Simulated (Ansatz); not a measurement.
# Single-point calculation, with input and output: C$_{4}$H$_{6}$O

- system: C$_{4}$H$_{6}$O
- method: RKS r2SCANh-D4/def2-TZVPP (Ansatz 0.2.0)

The geometry comes from this level: PBE0-D4/def2-TZVP.

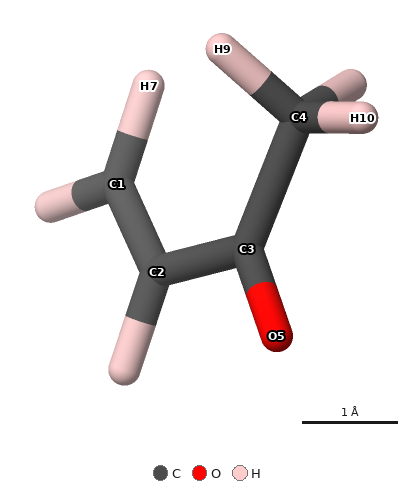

Figure 1. The structure as given in the input (stick view, seen at a tilt; atoms are numbered from 1 in the order of the input). Bond lengths as drawn: C–C 1.33 to 1.51 Å, C–H 1.08 to 1.09 Å and C–O 1.21 Å.

**Summary**

| quantity | value |
| --- | --- |
| outcome | converged |
| total energy | −6290.7616 eV |
| mean-field energy | −6290.7099 eV |
| dispersion energy | −0.0517 eV |
| SCF solution under orbital rotations | stable |
| HOMO | −6.63 eV |
| LUMO | −2.17 eV |
| hardware | 4 threads of Arm Neoverse V1, 23 GiB of memory available, shared host |
| wall time | 4.2 s (CPU time 15 s) |
| peak memory | 0.5 GiB |

**Input**
```yaml
crystal:
  periodic: [false, false, false]
  atoms:
    - {symbol: C, position_ang: [-0.723197, 1.433323, 0.405789]}
    - {symbol: C, position_ang: [-0.027726, 0.498789, 1.044319]}
    - {symbol: C, position_ang: [0.522777, -0.724576, 0.416525]}
    - {symbol: C, position_ang: [0.295787, -0.958568, -1.053447]}
    - {symbol: O, position_ang: [1.143581, -1.513905, 1.093184]}
    - {symbol: H, position_ang: [-1.100273, 2.308087, 0.922877]}
    - {symbol: H, position_ang: [-0.942723, 1.362297, -0.653773]}
    - {symbol: H, position_ang: [0.184972, 0.582251, 2.105728]}
    - {symbol: H, position_ang: [0.713378, -0.140136, -1.645198]}
    - {symbol: H, position_ang: [0.771900, -1.893937, -1.339736]}
    - {symbol: H, position_ang: [-0.773076, -1.010627, -1.275669]}
basis:
  gaussian: {orbitals: def2-TZVPP}
hamiltonian: {xc: {name: r2SCANh}, dispersion: d4}
output: {orbitals: {seedname: orbitals}}
```

Launched with:
```bash
ansatz run in.yaml --threads 4 --pin off --events-out ev --progress --plain --max-ram 10444MiB
```

**Log**
```
Functional definition: r2SCANh
  name "r2SCANh"
  cite "Bursch, Neugebauer, Ehlert & Grimme, J. Chem. Phys. 156, 134105 (2022) doi:10.1063/5.0086040"
  cite "Furness, Kaplan, Ning, Perdew & Sun, J. Phys. Chem. Lett. 11, 8208 (2020) doi:10.1021/acs.jpclett.0c02405"
  cite "Furness, Kaplan, Ning, Perdew & Sun, J. Phys. Chem. Lett. 11, 9248 (2020) doi:10.1021/acs.jpclett.0c03077"
  parent r2scan
  parameter a = 0.1
  parameter k0 = 0.174
  parameter k1 = 0.065
  parameter a1 = 4.9479
  exchange = (1 - a)*r2scan_x(k0 = k0, k1 = k1, a1 = a1) + a*exact_x
  correlation = r2scan_c
1225 factors; their error is unknown
mean field evaluation 1: about -6281.5555 eV, gradient 6.6e1 eV
mean field evaluation 2: about -6278.8728 eV, gradient 7.5e1 eV
mean field evaluation 4: about -6290.6791 eV, gradient 4.5e0 eV
mean field evaluation 8: about -6290.7291 eV, gradient 2.3e-1 eV
mean field evaluation 16: about -6290.7099 eV, gradient 4.1e-4 eV
mean field -6290.70990919 eV, -231.1793251664 hartree, gradient 4.8e-5 eV, S^2 0.000000; 0 other end points of the search recorded, 0 dependent functions left out
reference -6290.70991908 eV, -231.1793255300 hartree; 19, 19 occupied and 220, 220 virtual orbitals, 1225 factors
Total energy: -6290.76157568 eV, -231.1812238748 hartree
```

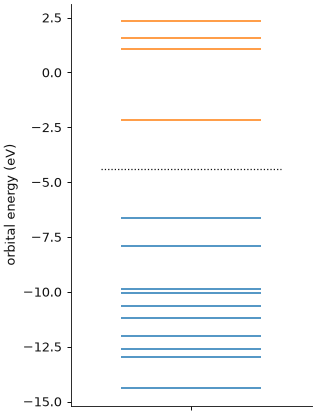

Figure 2. Orbital energies near the frontier; the dotted line parts filled from empty levels, and levels within 0.02 eV of each other stand side by side. Highest filled −6.63 eV, lowest empty −2.17 eV, 4.46 eV apart.
